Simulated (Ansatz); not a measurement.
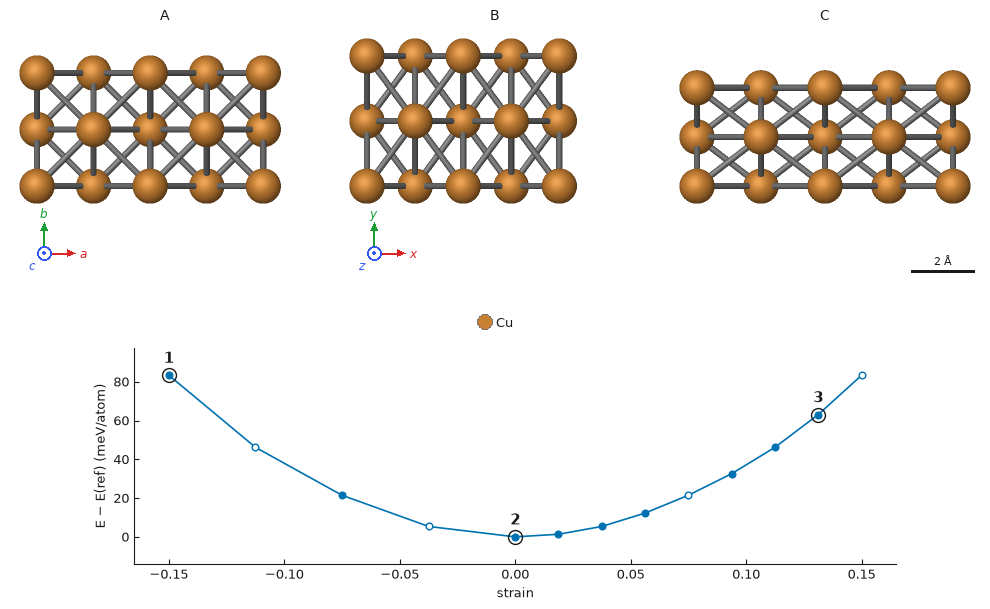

Solid Cu (Fm-3m): the cell is strained along x and oppositely along y, with the atoms kept at their fractional coordinates. x, y and z are the Cartesian axes of the input. The frames are shuffled; the numbered points of the plot belong to them. Hollow markers are points alike by symmetry, not computed again. A ball-and-stick model of the conventional cell (4 times the calculation's cell), repeated 2 × 1 × 2 with one cell outlined, seen along the c axis. Lengths and directions refer to the drawn axes.

Level of theory: DFT r2SCAN, scalar-relativistic, plane waves, PAW in Ansatz. Settings: plane-wave cutoff 500 eV; k-point mesh 22 × 22 × 22; occupations gaussian; smearing width 0.15 eV; no spin polarisation. Energies (free energies at the smearing named) are counted from the cell as listed in its source, which wasn't relaxed.

### Which frame belongs to which numbered point?

Point 1 is frame B (the strain −0.15, 83.3 meV/atom); 2 is frame A (the strain 0.00, 0.0 meV/atom); 3 is frame C (the strain 0.1312, 63.0 meV/atom). The lowest computed point lies at the strain 0.00 (0.0 meV/atom). The unrelaxed reference is under a pressure of −4.8 GPa. The distortion takes the space group from Fm-3m to Fmmm. At the strain −0.15 the cell of the drawing goes a 3.615 → 3.073 Å, b 3.615 → 4.157 Å.
